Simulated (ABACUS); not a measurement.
## Run report: Mo, geometry relaxation (part 3 of 3)

Mo (Im-3m, 1 atom in the cell); Kohn-Sham DFT of a periodic cell, TPSS, SG15 ONCV 1.2 PBE, no spin polarisation (ABACUS 3.10.1); cutoff 1278.93 eV, 8×8×8 k-mesh, fermi-dirac of 0.05 eV. The structure derives from a Materials Project entry.

Geometry of the input (Å; fractional positions):
```
-1.5838  1.5838  1.5838
1.5838  -1.5838  1.5838
1.5838  1.5838  -1.5838
Mo 0.0000  0.0000  0.0000
```

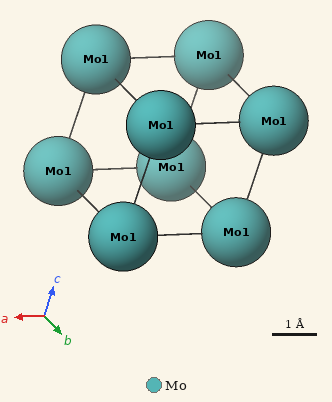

*The geometry at step 3 of the log (spheres-only view of the cell of the calculation, seen at an oblique angle; atoms are numbered from 1 in the order of the input).*

What the program printed, continued
```
------------------------------------------------------------------------------------------
                       Mo1         0.0000000000         0.0000000000         0.0000000000
------------------------------------------------------------------------------------------

----------------------------------------------------------------
 TOTAL-STRESS (KBAR)
----------------------------------------------------------------
        -0.4341392139        -0.0000000000        -0.0000000000
        -0.0000000000        -0.4341392139         0.0000000000
         0.0000000000         0.0000000000        -0.4341392139
----------------------------------------------------------------
 TOTAL-PRESSURE: -0.434139 KBAR

 Largest gradient in force is 0.000000 eV/A.
 Threshold is 0.020000 eV/A.

 Largest gradient in stress is 0.434139 kbar.
 Threshold is 0.200000 kbar.

 Relaxation is not converged yet!
DIRECT COORDINATES
    atom                   x                   y                   z     mag                  vx                  vy                  vz
taud_Mo1            0.0000000000        0.0000000000        0.0000000000  0.0000        0.0000000000        0.0000000000        0.0000000000

                          Volume (Bohr^3) = 105.634161
                             Volume (A^3) = 15.653349

 Lattice vectors: (Cartesian coordinate: in unit of a_0)
            -1.575854           +1.575854           +1.575854
            +1.575854           -1.575854           +1.575854
            +1.575854           +1.575854           -1.575854
 Reciprocal vectors: (Cartesian coordinate: in unit of 2 pi/a_0)
            +0.000000           +0.317288           +0.317288
            +0.317288           +0.000000           +0.317288
            +0.317288           +0.317288           +0.000000

 -------------------------------------------
 STEP OF RELAXATION : 4
 -------------------------------------------

[... set-up of the moved cell ...]

 PW ALGORITHM --------------- ION=   4  ELEC=   1--------------------------------
 Notice: Threshold on eigenvalues was too large.
 hsover_error=0.140000 > DRHO=0.000066
 Origin diag ethr = 0.010000
 New diag ethr = 0.000000

 Density error is 0.000066475986
                          Error Threshold = 0.000000471759
----------------------------------------------------------
     Energy           Rydberg                 eV
----------------------------------------------------------
 E_KohnSham     -137.1007087378      -1865.3508386721
 E_Harris       -137.0477858221      -1864.6307854646
 E_Fermi        1.5541679842         21.1455402337
----------------------------------------------------------

[... 2 further cycles ...]
 PW ALGORITHM --------------- ION=   4  ELEC=   4--------------------------------

 Density error is 0.000000000540
                          Error Threshold = 0.000000000895
----------------------------------------------------------
     Energy           Rydberg                 eV
----------------------------------------------------------
 E_KohnSham     -137.1007241800      -1865.3510487750
 E_KS(sigma->0) -137.1004809088      -1865.3477388996
 E_Harris       -137.1006464215      -1865.3499908153
 E_band         -4.1193074334        -56.0460529086
 E_one_elec     -19.9196688934       -271.0209992233
 E_Hartree      18.1636827454        247.1295820015
 E_xc           -15.5816580132       -211.9993332670
 E_Ewald        -119.7625934763      -1629.4536785354
 E_entropy(-TS) -0.0004865425        -0.0066197508
 E_descf        0.0000000000         0.0000000000
 E_exx          0.0000000000         0.0000000000
 E_Fermi        1.5553464117         21.1615735626
----------------------------------------------------------

 charge density convergence is achieved
 final etot is -1865.35104877498 eV
 EFERMI = 21.16157356260 eV

 STATE ENERGY(eV) AND OCCUPATIONS    NSPIN == 1
[... levels at 8 further k points ...]

------------------------------------------------------------------------------------------
 TOTAL-FORCE (eV/Angstrom)
------------------------------------------------------------------------------------------
                       Mo1         0.0000000000         0.0000000000         0.0000000000
------------------------------------------------------------------------------------------

----------------------------------------------------------------
 TOTAL-STRESS (KBAR)
----------------------------------------------------------------
        -0.2610066112        -0.0000000000        -0.0000000000
        -0.0000000000        -0.2610066112        -0.0000000000
        -0.0000000000         0.0000000000        -0.2610066112
----------------------------------------------------------------
 TOTAL-PRESSURE: -0.261007 KBAR

 Largest gradient in force is 0.000000 eV/A.
 Threshold is 0.020000 eV/A.

 Largest gradient in stress is 0.261007 kbar.
 Threshold is 0.200000 kbar.

 Relaxation is not converged yet!
DIRECT COORDINATES
    atom                   x                   y                   z     mag                  vx                  vy                  vz
taud_Mo1            0.0000000000        0.0000000000        0.0000000000  0.0000        0.0000000000        0.0000000000        0.0000000000

                          Volume (Bohr^3) = 105.633941
                             Volume (A^3) = 15.653316

 Lattice vectors: (Cartesian coordinate: in unit of a_0)
            -1.575853           +1.575853           +1.575853
            +1.575853           -1.575853           +1.575853
            +1.575853           +1.575853           -1.575853
 Reciprocal vectors: (Cartesian coordinate: in unit of 2 pi/a_0)
            +0.000000           +0.317289           +0.317289
            +0.317289           +0.000000           +0.317289
            +0.317289           +0.317289           +0.000000

 -------------------------------------------
 STEP OF RELAXATION : 5
 -------------------------------------------

[... set-up of the moved cell ...]

 PW ALGORITHM --------------- ION=   5  ELEC=   1--------------------------------
 Notice: Threshold on eigenvalues was too large.
 hsover_error=0.140000 > DRHO=0.000000
 Origin diag ethr = 0.010000
 New diag ethr = 0.000000

 Density error is 0.000000000196
                          Error Threshold = 0.000000000001
----------------------------------------------------------
     Energy           Rydberg                 eV
----------------------------------------------------------
 E_KohnSham     -137.1007241809      -1865.3510487867
 E_KS(sigma->0) -137.1004809107      -1865.3477389256
 E_Harris       -137.1007783475      -1865.3517857614
 E_band         -4.1191759712        -56.0442642736
 E_one_elec     -19.9194956386       -271.0186419706
 E_Hartree      18.1635829998        247.1282248935
 E_xc           -15.5816482598       -211.9992005650
 E_Ewald        -119.7626767419      -1629.4548114223
 E_entropy(-TS) -0.0004865404        -0.0066197222
 E_descf        0.0000000000         0.0000000000
 E_exx          0.0000000000         0.0000000000
 E_Fermi        1.5553522131         21.1616524953
----------------------------------------------------------

 charge density convergence is achieved
 final etot is -1865.35104878671 eV
 EFERMI = 21.16165249527 eV

 STATE ENERGY(eV) AND OCCUPATIONS    NSPIN == 1
[... levels at 8 further k points ...]

------------------------------------------------------------------------------------------
 TOTAL-FORCE (eV/Angstrom)
------------------------------------------------------------------------------------------
                       Mo1         0.0000000000         0.0000000000         0.0000000000
------------------------------------------------------------------------------------------

----------------------------------------------------------------
 TOTAL-STRESS (KBAR)
----------------------------------------------------------------
        -0.3606865443         0.0000000000        -0.0000000000
         0.0000000000        -0.3606865443         0.0000000000
        -0.0000000000         0.0000000000        -0.3606865443
----------------------------------------------------------------
 TOTAL-PRESSURE: -0.360687 KBAR

 Largest gradient in force is 0.000000 eV/A.
 Threshold is 0.020000 eV/A.

 Largest gradient in stress is 0.360687 kbar.
 Threshold is 0.200000 kbar.

 Relaxation is not converged yet!
DIRECT COORDINATES
    atom                   x                   y                   z     mag                  vx                  vy                  vz
taud_Mo1            0.0000000000        0.0000000000        0.0000000000  0.0000        0.0000000000        0.0000000000        0.0000000000

                          Volume (Bohr^3) = 105.633280
                             Volume (A^3) = 15.653218

 Lattice vectors: (Cartesian coordinate: in unit of a_0)
            -1.575849           +1.575849           +1.575849
            +1.575849           -1.575849           +1.575849
            +1.575849           +1.575849           -1.575849
 Reciprocal vectors: (Cartesian coordinate: in unit of 2 pi/a_0)
            +0.000000           +0.317289           +0.317289
            +0.317289           +0.000000           +0.317289
            +0.317289           +0.317289           +0.000000

 -------------------------------------------
 STEP OF RELAXATION : 6
 -------------------------------------------

[... set-up of the moved cell ...]

 PW ALGORITHM --------------- ION=   6  ELEC=   1--------------------------------
 Notice: Threshold on eigenvalues was too large.
 hsover_error=0.140000 > DRHO=0.000000
 Origin diag ethr = 0.010000
 New diag ethr = 0.000000

 Density error is 0.000000000563
                          Error Threshold = 0.000000000004
----------------------------------------------------------
     Energy           Rydberg                 eV
----------------------------------------------------------
 E_KohnSham     -137.1007241822      -1865.3510488040
 E_KS(sigma->0) -137.1004808975      -1865.3477387459
 E_Harris       -137.1005586693      -1865.3487968861
 E_band         -4.1191554170        -56.0439846183
 E_one_elec     -19.9192501120       -271.0153014103
 E_Hartree      18.1636184290        247.1287069316
 E_xc           -15.5816793903       -211.9996241169
 E_Ewald        -119.7629265395      -1629.4582100922
 E_entropy(-TS) -0.0004865694        -0.0066201162
 E_descf        0.0000000000         0.0000000000
 E_exx          0.0000000000         0.0000000000
 E_Fermi        1.5553585987         21.1617393762
----------------------------------------------------------

 charge density convergence is achieved
 final etot is -1865.35104880398 eV
 EFERMI = 21.16173937616 eV

 STATE ENERGY(eV) AND OCCUPATIONS    NSPIN == 1
 1/8 kpoint (Cartesian) = 0.00000 0.00000 0.00000 (1601 pws)
       1     -40.556771       0.003906
       2     -13.666328       0.003906
       3     -13.666328       0.003906
       4     -13.666328       0.003906
       5      14.034058       0.003906
       6      19.908005       0.003906
       7      19.908005       0.003906
       8      19.908005       0.003906
       9      22.999783       0.000000
      10      22.999783       0.000000
      11      36.303907       0.000000

 2/8 kpoint (Cartesian) = 0.03966 -0.03966 0.00000 (1633 pws)
       1     -40.519264       0.046875
       2     -13.881280       0.046875
       3     -13.733229       0.046875
       4     -13.667865       0.046875
       5      14.689339       0.046875
       6      19.541354       0.046875
       7      19.816753       0.046875
       8      20.553582       0.046875
       9      22.559835       0.000000
      10      23.020538       0.000000
      11      36.708223       0.000000

 3/8 kpoint (Cartesian) = 0.07932 -0.07932 0.00000 (1633 pws)
       1     -40.427702       0.046875
       2     -14.381436       0.046875
       3     -13.891558       0.046875
       4     -13.671689       0.046875
       5      15.990564       0.046875
       6      18.765424       0.046875
       7      19.700072       0.046875
       8      22.340960       0.000000
       9      22.455646       0.000000
      10      23.169699       0.000000
      11      36.214266       0.000000

 4/8 kpoint (Cartesian) = 0.11898 -0.11898 0.00000 (1639 pws)
       1     -40.334665       0.046875
       2     -14.858402       0.046875
       3     -14.045626       0.046875
       4     -13.675699       0.046875
       5      16.145872       0.046875
       6      18.100923       0.046875
       7      21.243918       0.007593
       8      22.948827       0.000000
       9      23.484977       0.000000
      10      24.694288       0.000000
      11      34.247364       0.000000

 5/8 kpoint (Cartesian) = 0.15864 0.15864 0.31729 (1638 pws)
       1     -40.295681       0.023438
       2     -15.049999       0.023438
       3     -14.108257       0.023438
       4     -13.677414       0.023438
       5      15.925325       0.023438
       6      17.850175       0.023438
       7      22.828018       0.000000
       8      23.021917       0.000000
       9      23.681018       0.000000
      10      26.019075       0.000000
      11      32.935941       0.000000

 6/8 kpoint (Cartesian) = 0.07932 -0.03966 -0.03966 (1644 pws)
       1     -40.454681       0.093750
       2     -14.223455       0.093750
       3     -13.813281       0.093750
       4     -13.718501       0.093750
       5      15.773343       0.093750
       6      19.176333       0.093750
       7      19.249374       0.093750
       8      21.955157       0.000000
       9      22.132995       0.000000
      10      23.298919       0.000000
      11      37.386456       0.000000

[... levels at 2 further k points ...]

------------------------------------------------------------------------------------------
 TOTAL-FORCE (eV/Angstrom)
------------------------------------------------------------------------------------------
                       Mo1         0.0000000000         0.0000000000         0.0000000000
------------------------------------------------------------------------------------------

----------------------------------------------------------------
 TOTAL-STRESS (KBAR)
----------------------------------------------------------------
        -0.1747097059         0.0000000000         0.0000000000
         0.0000000000        -0.1747097059        -0.0000000000
        -0.0000000000        -0.0000000000        -0.1747097059
----------------------------------------------------------------
 TOTAL-PRESSURE: -0.174710 KBAR

 Largest gradient in force is 0.000000 eV/A.
 Threshold is 0.020000 eV/A.

 Largest gradient in stress is 0.174710 kbar.
 Threshold is 0.200000 kbar.

 Relaxation is converged!

 --------------------------------------------
 !FINAL_ETOT_IS -1865.3510488039798929 eV
 --------------------------------------------
```

Trajectory as extended XYZ (Å, eV, eV/Å), 6 frames, from step=0 to step=5
```
1
Lattice="-1.5838 1.5838 1.5838 1.5838 -1.5838 1.5838 1.5838 1.5838 -1.5838" Properties=species:S:1:pos:R:3:forces:R:3 step=0 energy=-1865.34803 pressure_GPa=-4.01
Mo    0.0000    0.0000    0.0000    0.0000   0.0000   0.0000
1
Lattice="-1.5523 1.5523 1.5523 1.5523 -1.5523 1.5523 1.5523 1.5523 -1.5523" Properties=species:S:1:pos:R:3:forces:R:3 step=1 energy=-1865.32352 pressure_GPa=13.28
Mo    0.0000    0.0000    0.0000    0.0000   0.0000   0.0000
1
Lattice="-1.5759 1.5759 1.5759 1.5759 -1.5759 1.5759 1.5759 1.5759 -1.5759" Properties=species:S:1:pos:R:3:forces:R:3 step=2 energy=-1865.35105 pressure_GPa=-0.04
Mo    0.0000    0.0000    0.0000    0.0000   0.0000   0.0000
1
Lattice="-1.5759 1.5759 1.5759 1.5759 -1.5759 1.5759 1.5759 1.5759 -1.5759" Properties=species:S:1:pos:R:3:forces:R:3 step=3 energy=-1865.35105 pressure_GPa=-0.03
Mo    0.0000    0.0000    0.0000    0.0000   0.0000   0.0000
1
Lattice="-1.5759 1.5759 1.5759 1.5759 -1.5759 1.5759 1.5759 1.5759 -1.5759" Properties=species:S:1:pos:R:3:forces:R:3 step=4 energy=-1865.35105 pressure_GPa=-0.04
Mo    0.0000    0.0000    0.0000    0.0000   0.0000   0.0000
1
Lattice="-1.5758 1.5758 1.5758 1.5758 -1.5758 1.5758 1.5758 1.5758 -1.5758" Properties=species:S:1:pos:R:3:forces:R:3 step=5 energy=-1865.35105 pressure_GPa=-0.02
Mo    0.0000    0.0000    0.0000    0.0000   0.0000   0.0000
```

Summary

```tsv
quantity	value
outcome	converged
space group (tolerance 0.01 Å)	Im-3m (229)
electrons treated	14
free energy	−1865.3510 eV
Fermi energy	21.162 eV
gap on the k-point mesh	none (metallic)
pressure	−0.02 GPa
final volume	15.65 Å³
largest force (length of the vector) at the end	under 0.001 eV/Å
final cell	a = 2.729 Å, b = 2.729 Å, c = 2.729 Å, α = 109.47°, β = 109.47°, γ = 109.47°
wall time	17 s (CPU time 67 s)
peak memory	0.36 GiB
```
